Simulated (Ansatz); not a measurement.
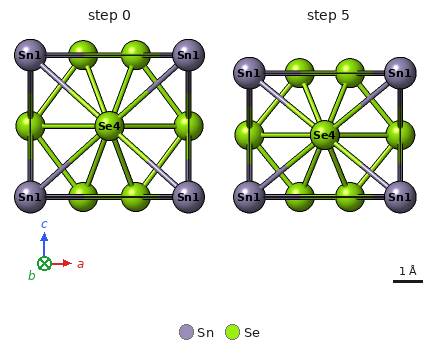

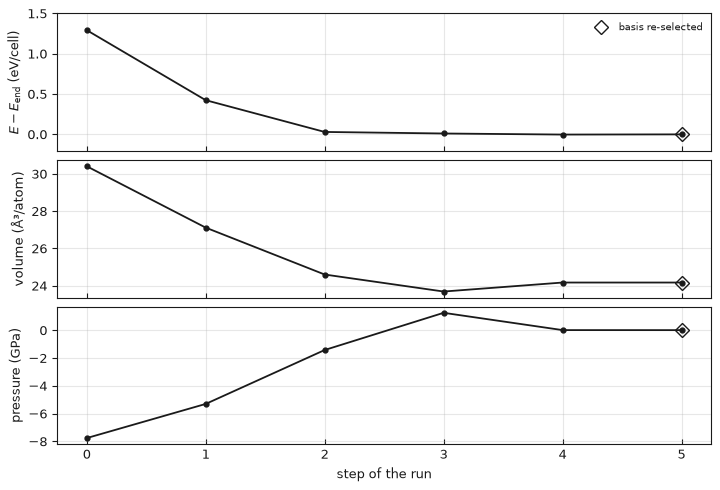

First and last geometry of a relaxation of crystalline SnSe₅ (a generated structure, set up in P6/mmm) (coarse preliminary run), with the history of the run. Style: ball-and-stick. Shown: the cell of the calculation, along the b axis.

Method: DFT PBE, scalar-relativistic, plane waves, PAW in Ansatz. Set-up: plane-wave cutoff 420 eV; k-point mesh 3 × 3 × 4; occupations gaussian; smearing width 0.1 eV; no spin polarisation; cell and atoms relaxed; force threshold 0.04 eV/Å; at most 70 steps.

### Read the history and describe the run.

It converged. After 4 accepted moves (5 points after the start) the energy has fallen by 1.293 eV per cell of the calculation. All forces vanish by symmetry, so only the cell relaxes. The pressure goes from −7.76 to 0.02 GPa. At 1 point the geometry stayed and the basis and grid were re-selected for the new cell (energy shift of 2.3 meV per cell of the calculation at most each time). No atom moves by more than 0.005 Å relative to the cell. The drawn cell changes as follows: a = b 6.472 → 6.176 Å (−4.6 %), c 5.029 → 4.392 Å (−12.7 %); the volume changes by −20.5 %. Among the contacts that change: Se–Sn 4.098 → 3.789 Å, Se–Se 3.133 → 2.828 Å, Se–Sn 3.737 → 3.565 Å, Se–Se 3.236 → 3.088 Å. The space group stays P6/mmm (No. 191). Cost: 36 s on 1 thread of Arm Neoverse V1, with other jobs on the host, peak memory 0.45 GiB.

| step | E − E(0), meV/atom | pressure, GPa | volume, Å³/atom | note |
| --- | --- | --- | --- | --- |
| 0 | 0.00 | -7.76 | 30.411 |  |
| 1 | -144.78 | -5.30 | 27.119 |  |
| 2 | -210.47 | -1.42 | 24.604 |  |
| 3 | -213.67 | 1.26 | 23.691 |  |
| 4 | -215.88 | 0.02 | 24.174 |  |
| 5 | -215.50 | 0.02 | 24.174 | same geometry, new basis |
